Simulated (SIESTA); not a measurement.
# Energy of Be along an even scaling of the cell

System: Be (P6₃/mmc, 2 atoms in the cell).
Method: Kohn-Sham DFT of a periodic cell, PBEsol, PseudoDojo 0.4 standard, converted to PSML, no spin polarisation (SIESTA 5.4.2).

The 7 runs differ only in the geometry, by an even scaling of the cell at fixed fractional positions. The structure derives from an entry of the Crystallography Open Database.

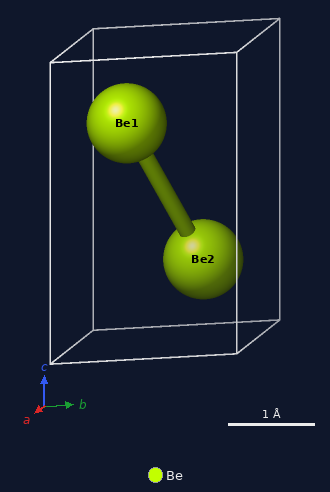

Figure 1. The structure of run 4 (ball-and-stick view of the cell of the calculation, seen slightly off an axis; atoms are numbered from 1 in the order of the input). An atom can appear more than once, as a periodic image.

### Input of run 4
```
SystemName                      Beryllium
SystemLabel                     Be
NumberOfSpecies                 1
NumberOfAtoms                   2
%block ChemicalSpeciesLabel
  1   4 Be
%endblock ChemicalSpeciesLabel

LatticeConstant                 1.0 Ang
%block LatticeVectors
     2.2853000000     0.0000000000     0.0000000000
    -1.1426500000     1.9791278553     0.0000000000
     0.0000000000     0.0000000000     3.5842000000
%endblock LatticeVectors
AtomicCoordinatesFormat         Fractional
%block AtomicCoordinatesAndAtomicSpecies
     0.6666666667     0.3333333333     0.7500000000  1  Be
     0.3333333333     0.6666666667     0.2500000000  1  Be
%endblock AtomicCoordinatesAndAtomicSpecies

%block kgrid.MonkhorstPack
   13   0   0  0.0
    0  13   0  0.0
    0   0   8  0.0
%endblock kgrid.MonkhorstPack
XC.Functional                   GGA
XC.Authors                      PBEsol
PAO.BasisSize                   DZP
PAO.EnergyShift                 0.003 Ry
Mesh.Cutoff                     800 Ry
OccupationFunction              FD
ElectronicTemperature           0.05 eV
MaxSCFIterations                120
SCF.MustConverge                false
SCF.Mixer.Method                Pulay
SCF.Mixer.Weight                0.25
SCF.Mixer.History               8
SCF.DM.Tolerance                5.0e-05
SCF.H.Tolerance                 1.0e-03 eV
WriteForces                     true
Charge.Mulliken                 end
Charge.Hirshfeld                end
Charge.Voronoi                  end
SaveRho                         true
SaveElectrostaticPotential      true
%block PAO.PolarizationScheme
  Be non-perturbative
%endblock PAO.PolarizationScheme
%block PAO.Basis
  Be 3
  n=1 0 2
    2.113 0.000
  n=2 0 2
    8.826 0.000
  n=2 1 1
    8.826
%endblock PAO.Basis
```

Command:
```bash
siesta Be.fdf > Be.out 2>&1
```

Run 2 has the same physical settings and fractional positions; its lattice vectors (Å) are:
```
   2.254414    0.000000    0.000000
  -1.127207    1.952380    0.000000
   0.000000    0.000000    3.535759
```

### Results, with one run withheld

| run | volume per atom (Å³) | free energy per atom, from the lowest run given (meV) | pressure (GPa) |
| --- | --- | --- | --- |
| 1 | 7.619 | 2.31 | 3.94 |
| 2 | 7.781 | ? | ? |
| 3 | 7.943 | 0.00 | −1.44 |
| 4 | 8.105 | 2.65 | −3.76 |
| 5 | 8.268 | 7.55 | −5.89 |
| 6 | 8.430 | 14.50 | −7.82 |
| 7 | 8.592 | 23.33 | −9.60 |

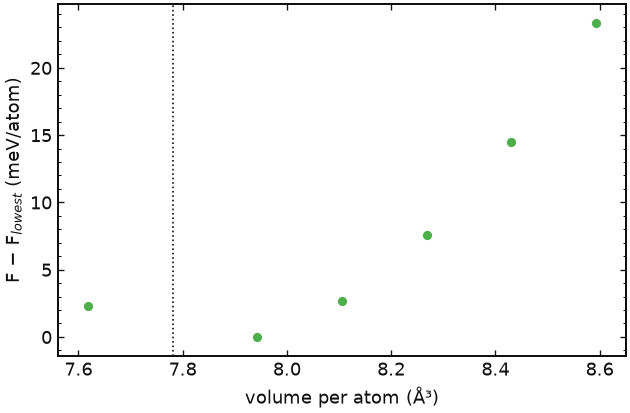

Figure 2. Free energy per atom of the runs given; the dotted line marks run 2.

Fit the runs given and predict run 2.

A cubic polynomial in V^(−2/3) (the Birch–Murnaghan form), fitted to the 6 runs given, misses them by at most 0.01 meV per atom. With x = V^(−2/3) − 0.24695 Å⁻², it reads F = 3.7423 − 1340.2 x + 1.0899e+05 x² − 1.5497e+05 x³ (meV per atom). At run 2 it gives −0.18 meV per atom, and the run itself gives −0.18. The slope of the fit gives a pressure −dF/dV of 1.10 GPa there, and the run prints 1.11 GPa. The fit has its minimum at 7.850 Å³ per atom, where V d²F/dV² gives 123 GPa. Cell shape and fractional positions are held, so this is the stiffness under even scaling; the relaxed bulk modulus wasn't computed.

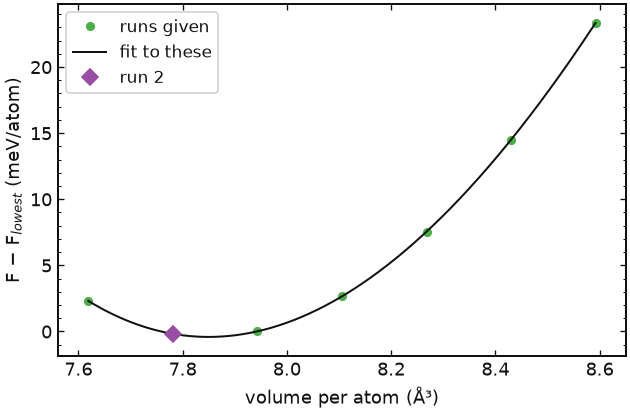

Figure 3. The fit and the withheld run.

### Some lines of the output (run 2)
```
[...]
outcell: Cell volume (Ang**3)        :     15.5625
stepf: Fermi-Dirac step function
siesta: Etot    =      -755.051459
siesta: FreeEng =      -755.052546
        iscf     Eharris(eV)        E_KS(eV)     FreeEng(eV)     dDmax    Ef(eV) dHmax(eV)
siesta: E_KS(eV) =             -755.0520
siesta: E_KS - E_eggbox =      -755.0520
siesta: Etot    =      -755.052047
siesta: FreeEng =      -755.053214
siesta:         Fermi =     -16.970342
siesta: Cell volume =         15.562542 Ang**3
    Orbital volume contribution        =           2.501132 eV
```

Notes: Points of doubt noted for this run: mulliken charges of long orbitals. With a small basis of atomic orbitals these values can differ much from converged plane-wave results.
